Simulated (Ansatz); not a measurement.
# AlGa$_{3}$N$_{4}$: what the fields show

```xyz
8
Lattice="4.6118 0.0000 0.0000 0.0000 4.6118 0.0000 0.0000 0.0000 4.6118" Properties=species:S:1:pos:R:3 pbc="T T T"
Al    0.0000    0.0000    0.0000
Ga    2.3059    2.3059    0.0000
Ga    2.3059    0.0000    2.3059
Ga    0.0000    2.3059    2.3059
N     3.4821    3.4821    1.1298
N     3.4821    1.1298    3.4821
N     1.1298    3.4821    3.4821
N     1.1298    1.1298    1.1298
```

Space group P-43m; a structure from a database of computed crystals, not necessarily the ambient phase; changed on purpose from its base cell (volume × 1.10, shape and atoms relaxed); computed pressure about −15 GPa in this cell.

Level of theory: DFT PBEsol, scalar-relativistic, plane waves, PAW (Ansatz 0.2.0).

In a PAW calculation such maps are meaningful between the atoms, not at the nuclei.

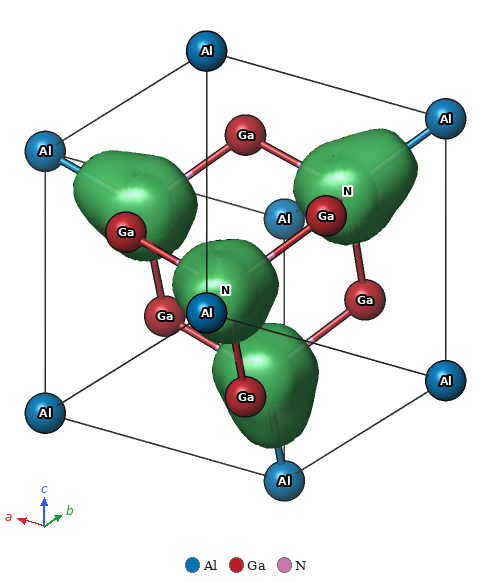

Figure 1. Isosurface of the ELF at 0.75 (green), seen at an oblique angle. Only the valence region is drawn (cores and ρ < 0.01 e/Å³ removed). Sticks mark near contacts.

Question: What do the ELF domains correspond to?

Answer: The ELF exceeds this value in four regions on N in which the atom's valence shell and bonds are merged, counted in one cell of 8 atoms. Regions shared between cells count once.


Al–N (1.96 Å): the ELF peaks at about 0.90 between the atoms; a polar covalent bond. Ga–N (2.01 Å): the ELF peaks at about 0.85 in the valence shell of N, 0.7 Å from its nucleus, and is about 0.45 at the midpoint.

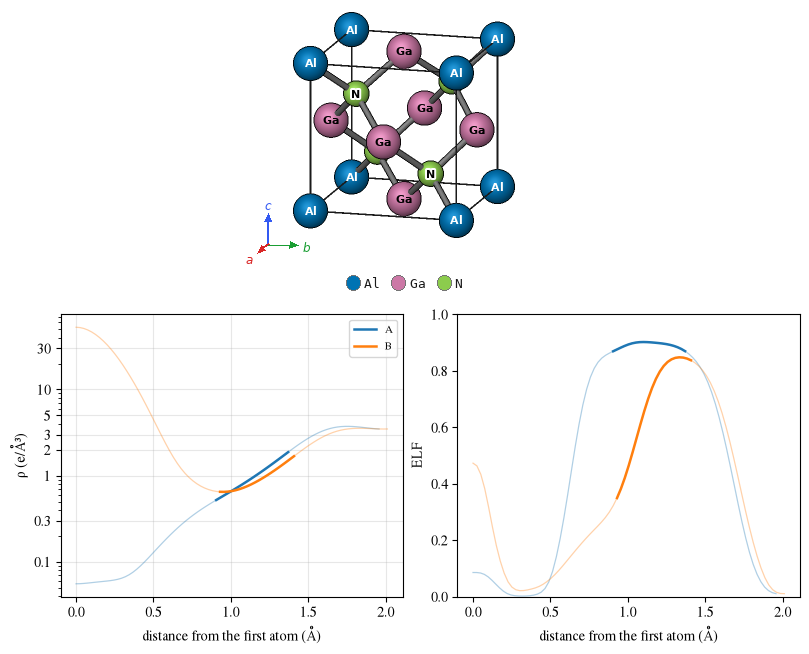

Figure 2. Valence pseudo-density and electron localisation function along straight lines between neighbouring atoms. Thin, pale parts lie inside the atomic spheres. The structure is drawn too.

Question: Which curve belongs to which contact (Al–N and Ga–N)? The first atom named is at distance zero.

Answer: Curve A: Al–N (1.96 Å): the density is about 0.62 e/Å³ at the midpoint; the ELF peaks at about 0.90 between the atoms: a shared but strongly polarised pair. Curve B: Ga–N (2.01 Å): the density is about 0.66 e/Å³ at the midpoint; the ELF peaks at about 0.85 in the valence shell of N, 0.7 Å from its nucleus, and is about 0.45 at the midpoint.

Question: Metal or insulator at this level of theory?

Answer: It is gapped, with a Kohn–Sham gap of 1.6 eV on the k-point mesh, an upper bound to the gap of this method.
